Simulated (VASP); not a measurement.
Workfunction calculation, with input and output: AlAs (part 1 of 2)

System: AlAs (slab, 14 atoms in the cell).
Method: Kohn-Sham DFT of a periodic cell, PBEsol, VASP PAW PBE potentials, recommended, no spin polarisation (VASP 6.6.1).

The structure derives from an entry of the Crystallography Open Database.

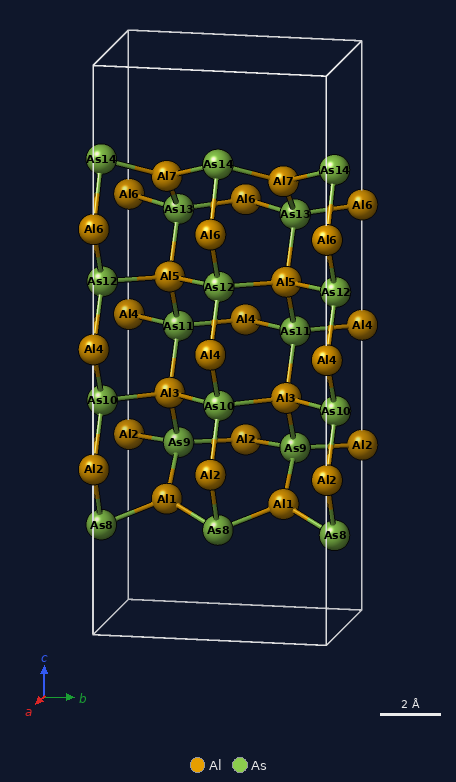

Figure 1. The structure (ball-and-stick view of the 1 × 2 repeat of the cell, with the vacuum cut short, seen slightly off an axis; atoms are numbered from 1 in the order of the input). An atom can appear more than once, as a periodic image.

## Summary

```csv
quantity,value
outcome,converged
electrons treated,56
free energy,−67.9881 eV
gap on the k-point mesh,0.70 eV
largest force (length of the vector),0.025 eV/Å
hardware,"8 threads of Intel Xeon (Sapphire Rapids), 256 GiB of memory available, shared host"
wall time,46 s (CPU time 6 min)
peak memory,0.29 GiB
```

## INCAR
```
SYSTEM = AlAs
  ALGO = Normal
  DIPOL = 0.5 0.5 0.500
  EDIFF = 1E-6
  ENCUT = 520
  GGA = PS
  IDIPOL = 3
  ISIF = 2
  ISMEAR = 0
  KPAR = 2
  LASPH = .True.
  LCHARG = .True.
  LDIPOL = .True.
  LREAL = .False.
  LVACPOTAV = .True.
  LVHAR = .True.
  LWAVE = .False.
  NELM = 80
  PREC = Accurate
  SIGMA = 0.05
```

## KPOINTS
```
k-points
0
Gamma
  2 4 1
  0 0 0
```

## POSCAR
```
AlAs                                    
1.0
    5.6608000000      0.0000000000      0.0000000000
    0.0000000000      4.0027900670      0.0000000000
    0.0000000000      0.0000000000     28.0083702010
  Al              As            
     7     7
Direct
     0.5628997015391360    0.5000000000000000    0.3020252278414214
     0.9795723344863774    0.0000000000000000    0.3526399106924847
     0.4853638951924579    0.5000000000000000    0.4287477468865706
     0.9829832251640699    0.0000000000000000    0.5000000000000000
     0.4853638951924579    0.5000000000000000    0.5712522531134295
     0.9795723344863774    0.0000000000000000    0.6473600893075152
     0.5628997015391360    0.5000000000000000    0.6979747721585788
     0.7675157827988721    0.0000000000000000    0.2757768366373122
     0.2316711553145248    0.5000000000000000    0.3569009643564402
     0.7391884130943946    0.0000000000000000    0.4270424748833210
     0.2345942099844047    0.5000000000000000    0.5000000000000000
     0.7391884130943946    0.0000000000000000    0.5729575251166793
     0.2316711553145248    0.5000000000000000    0.6430990356435600
     0.7675157827988721    0.0000000000000000    0.7242231633626879
```

Run as:
```bash
cat potpaw_PBE.64/Al/POTCAR potpaw_PBE.64/As/POTCAR > POTCAR
mpirun -np 8 vasp_std > vasp.out
```

## OSZICAR
```
N       E                     dE             d eps       ncg     rms          rms(c)
DAV:   1     0.286624278894E+03    0.28662E+03   -0.18478E+04   432   0.115E+03
DAV:   2    -0.343128341387E+02   -0.32094E+03   -0.31288E+03   604   0.189E+02
DAV:   3    -0.686345352102E+02   -0.34322E+02   -0.34115E+02   492   0.644E+01
DAV:   4    -0.703130268303E+02   -0.16785E+01   -0.16743E+01   600   0.162E+01
DAV:   5    -0.703677818160E+02   -0.54755E-01   -0.54736E-01   564   0.279E+00    0.886E+00
DAV:   6    -0.684424015327E+02    0.19254E+01   -0.29608E+00   520   0.497E+00    0.493E+00
DAV:   7    -0.680000242412E+02    0.44238E+00   -0.16093E+00   540   0.382E+00    0.147E+00
DAV:   8    -0.679829982647E+02    0.17026E-01   -0.11290E-01   500   0.128E+00    0.348E-01
DAV:   9    -0.679845809423E+02   -0.15827E-02   -0.96927E-03   544   0.418E-01    0.173E-01
DAV:  10    -0.679859881721E+02   -0.14072E-02   -0.21601E-03   504   0.166E-01    0.862E-02
DAV:  11    -0.679867707751E+02   -0.78260E-03   -0.10713E-03   496   0.106E-01    0.403E-02
DAV:  12    -0.679871867625E+02   -0.41599E-03   -0.22806E-04   512   0.493E-02    0.212E-02
DAV:  13    -0.679875378570E+02   -0.35109E-03   -0.25631E-04   480   0.497E-02    0.149E-02
DAV:  14    -0.679877682304E+02   -0.23037E-03   -0.40048E-05   496   0.241E-02    0.766E-03
DAV:  15    -0.679879747737E+02   -0.20654E-03   -0.39751E-05   488   0.209E-02    0.446E-03
DAV:  16    -0.679879973223E+02   -0.22549E-04   -0.36734E-06   448   0.791E-03    0.326E-03
DAV:  17    -0.679880486348E+02   -0.51313E-04   -0.91250E-06   440   0.969E-03    0.209E-03
DAV:  18    -0.679880682971E+02   -0.19662E-04   -0.12395E-06   376   0.440E-03    0.157E-03
DAV:  19    -0.679880973643E+02   -0.29067E-04   -0.14768E-06   392   0.362E-03    0.100E-03
DAV:  20    -0.679881122246E+02   -0.14860E-04   -0.45550E-07   344   0.232E-03    0.588E-04
DAV:  21    -0.679881289007E+02   -0.16676E-04   -0.98518E-07   384   0.216E-03    0.443E-04
DAV:  22    -0.679881339730E+02   -0.50723E-05   -0.18772E-07   336   0.119E-03    0.299E-04
DAV:  23    -0.679881363653E+02   -0.23922E-05   -0.12020E-07   328   0.684E-04    0.128E-04
DAV:  24    -0.679881365658E+02   -0.20051E-06   -0.11483E-08   288   0.289E-04
   1 F= -.67988137E+02 E0= -.67988137E+02  d E =-.203662E-11
```

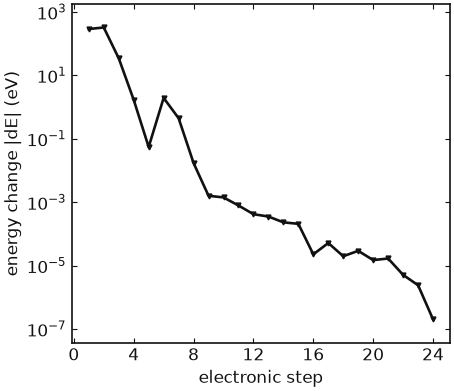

Figure 2. Convergence of the self-consistent field: energy change |dE| against the electronic step. It takes 24 electronic steps. The density is held fixed in the first few steps, and dE rises again when its update begins.

## Parts of OUTCAR
```
SYSTEM = AlAs
   EDIFF = 1E-6
   ENCUT = 520
   GGA = PS
   ISIF = 2
   ISMEAR = 0
   LASPH = .True.
   LREAL = .False.
   NELM = 80
   PREC = Accurate

 ion  position               nearest neighbor table
   1  0.563  0.500  0.302-   9 2.42   8 2.43   8 2.43
   2  0.980  0.000  0.353-   9 2.46   9 2.46   8 2.46  10 2.49
   3  0.485  0.500  0.429-  11 2.45  10 2.46  10 2.46   9 2.47
   4  0.983  0.000  0.500-  11 2.46  11 2.46  12 2.47  10 2.47
   5  0.485  0.500  0.571-  11 2.45  12 2.46  12 2.46  13 2.47
   6  0.980  0.000  0.647-  13 2.46  13 2.46  14 2.46  12 2.49
   7  0.563  0.500  0.698-  13 2.42  14 2.43  14 2.43
   8  0.768  0.000  0.276-   1 2.43   1 2.43   2 2.46
   9  0.232  0.500  0.357-   1 2.42   2 2.46   2 2.46   3 2.47
  10  0.739  0.000  0.427-   3 2.46   3 2.46   4 2.47   2 2.49
  11  0.235  0.500  0.500-   3 2.45   5 2.45   4 2.46   4 2.46
  12  0.739  0.000  0.573-   5 2.46   5 2.46   4 2.47   6 2.49
  13  0.232  0.500  0.643-   7 2.42   6 2.46   6 2.46   5 2.47
  14  0.768  0.000  0.724-   7 2.43   7 2.43   6 2.46

  LATTYP: Found a simple orthorhombic cell.
 ALAT       =     4.0027900670
 B/A-ratio  =     1.4142135624
 C/A-ratio  =     6.9972118778

  Lattice vectors:

 A1 = (   0.0000000000,  -4.0027900670,   0.0000000000)
 A2 = (   5.6608000000,   0.0000000000,   0.0000000000)
 A3 = (   0.0000000000,   0.0000000000,  28.0083702010)

Analysis of symmetry for initial positions (statically):
=====================================================================
 Subroutine PRICEL returns:
 Original cell was already a primitive cell.

 Routine SETGRP: Setting up the symmetry group for a
 simple orthorhombic supercell.

 Subroutine GETGRP returns: Found  4 space group operations
 (whereof  4 operations were pure point group operations)
 out of a pool of  8 trial point group operations.

The static configuration has the point symmetry C_2v.

Analysis of symmetry for dynamics (positions and initial velocities):
=====================================================================
 Subroutine PRICEL returns:
 Original cell was already a primitive cell.

 Routine SETGRP: Setting up the symmetry group for a
 simple orthorhombic supercell.

 Subroutine GETGRP returns: Found  4 space group operations
 (whereof  4 operations were pure point group operations)
 out of a pool of  8 trial point group operations.

The dynamic configuration has the point symmetry C_2v.

 Subroutine INISYM returns: Found  4 space group operations
 (whereof  4 operations are pure point group operations),
 and found     1 'primitive' translations

----------------------------------------------------------------------------------------

                                     Primitive cell

  volume of cell :     634.6415

  direct lattice vectors                    reciprocal lattice vectors
     5.660800000  0.000000000  0.000000000     0.176653477  0.000000000  0.000000000
     0.000000000  4.002790067  0.000000000     0.000000000  0.249825742  0.000000000
     0.000000000  0.000000000 28.008370201     0.000000000  0.000000000  0.035703613

  length of vectors
     5.660800000  4.002790067 28.008370201     0.176653477  0.249825742  0.035703613

  position of ions in fractional coordinates (direct lattice)
     0.562899702  0.500000000  0.302025228
     0.979572334  0.000000000  0.352639911
     0.485363895  0.500000000  0.428747747
     0.982983225  0.000000000  0.500000000
     0.485363895  0.500000000  0.571252253
     0.979572334  0.000000000  0.647360089
     0.562899702  0.500000000  0.697974772
     0.767515783  0.000000000  0.275776837
     0.231671155  0.500000000  0.356900964
     0.739188413  0.000000000  0.427042475
     0.234594210  0.500000000  0.500000000
     0.739188413  0.000000000  0.572957525
     0.231671155  0.500000000  0.643099036
     0.767515783  0.000000000  0.724223163

  ion indices of the primitive-cell ions
   primitive index   ion index
                 1           1
                 2           2
                 3           3
                 4           4
                 5           5
                 6           6
                 7           7
                 8           8
                 9           9
                10          10
                11          11
                12          12
                13          13
                14          14

----------------------------------------------------------------------------------------

 KPOINTS: k-points

Automatic generation of k-mesh.
 Grid dimensions read from file:
 generate k-points for:    2    4    1

 Generating k-lattice:

  Cartesian coordinates                     Fractional coordinates (reciprocal lattice)
     0.088326738  0.000000000  0.000000000     0.500000000  0.000000000  0.000000000
     0.000000000  0.062456436  0.000000000     0.000000000  0.250000000  0.000000000
     0.000000000  0.000000000  0.035703613     0.000000000  0.000000000  1.000000000

  Length of vectors
     0.088326738  0.062456436  0.035703613

  Shift w.r.t. Gamma in fractional coordinates (k-lattice)
     0.000000000  0.000000000  0.000000000

 Subroutine IBZKPT returns following result:
 ===========================================

 Found      6 irreducible k-points:

 Following reciprocal coordinates:
            Coordinates               Weight
  0.000000  0.000000  0.000000      1.000000
  0.500000  0.000000  0.000000      1.000000
  0.000000  0.250000  0.000000      2.000000
  0.500000  0.250000  0.000000      2.000000
  0.000000  0.500000  0.000000      1.000000
  0.500000  0.500000  0.000000      1.000000
   k-points           NKPTS =      6   k-points in BZ     NKDIM =      6   number of bands    NBANDS=     36
   number of dos      NEDOS =    301   number of ions     NIONS =     14
   total plane-waves  NPLWV = 264600
   dimension x,y,z NGX =    42 NGY =   30 NGZ =  210
   dimension x,y,z NGXF=    84 NGYF=   60 NGZF=  420
   ions per type =               7   7
   NGX,Y,Z   is equivalent  to a cutoff of  12.33, 12.46, 12.46 a.u.
   NGXF,Y,Z  is equivalent  to a cutoff of  24.67, 24.92, 24.93 a.u.
 SYSTEM =  AlAs
   PREC   = accura    normal or accurate (medium, high low for compatibility)
   ISTART =      0    job   : 0-new  1-cont  2-samecut
   ICHARG =      2    charge: 1-file 2-atom 10-const
   ISPIN  =      1    spin polarized calculation?
   LNONCOLLINEAR =      F non collinear calculations
   LSORBIT =      F    spin-orbit coupling
   LASPH  =      T    aspherical Exc in radial PAW
   ENCUT  =  520.0 eV  38.22 Ry    6.18 a.u.  10.53  7.44 52.08*2*pi/ulx,y,z
   NELM   =     80;   NELMIN=  2; NELMDL= -5     # of ELM steps
   EDIFF  = 0.1E-05   stopping-criterion for ELM
   LREAL  =      F    real-space projection
   EDIFFG = 0.1E-04   stopping-criterion for IOM
   NSW    =      0    number of steps for IOM
   IBRION =     -1    ionic relax: 0-MD 1-quasi-New 2-CG
   NFREE  =      0    steps in history (QN), initial steepest desc. (CG)
   ISIF   =      2    stress and relaxation
   ISYM   =      2    0-nonsym 1-usesym 2-fastsym
   POTIM  = 0.5000    time-step for ionic-motion
   TEBEG  =    0.0;   TEEND  =   0.0 temperature during run
   PSTRESS=    0.0 pullay stress
   NELECT =      56.0000    total number of electrons
   NUPDOWN=      -1.0000    fix difference up-down
   EMIN   =  10.00;   EMAX   =-10.00  energy-range for DOS
   EFERMI =   0.00;   METHOD = LEGACY
   ISMEAR =     0;   SIGMA  =   0.05  broadening in eV -4-tet -1-fermi 0-gaus
   EFERMI_NEDOS =   21; number of points for ismear=-14 and -15
   IALGO  =     38    algorithm
   IMIX   =      4    mixing-type and parameters
     AMIX     =   0.40;   BMIX     =  1.00
     AMIX_MAG =   1.60;   BMIX_MAG =  1.00
  volume/ion in A,a.u.               =      45.33       305.91
  Fermi-wavevector in a.u.,A,eV,Ry     =   0.728833  1.377295  7.227381  0.531198
  Thomas-Fermi vector in A             =   1.820405
   LORBIT       =      0    0 simple, 1 ext, 2 COOP (PROOUT), +10 PAW based schemes
   GGA     = PS    functional components
   LHFCALC =     F    Hartree Fock is set to
   AEXX    =    0.0000 exact exchange contribution
   IVDW    =     0    specifies the selected vdW correction
   LEPSILON=     F    determine dielectric tensor
   LRPA    =     F    only Hartree local field effects (RPA)
 non-spin polarized calculation
 Gauss-broadening in eV      SIGMA  =   0.05
  energy-cutoff  :      520.00
  volume of cell :      634.64
 maximum number of plane-waves:     17159
   NGX = 21   NGY = 15   NGZ =105

 dipolmoment           0.000000      0.000000      0.000000 electrons x Angstroem

 number of electron      56.0000002 magnetization

 dipolmoment           0.000000      0.000000     -0.000000 electrons x Angstroem
```
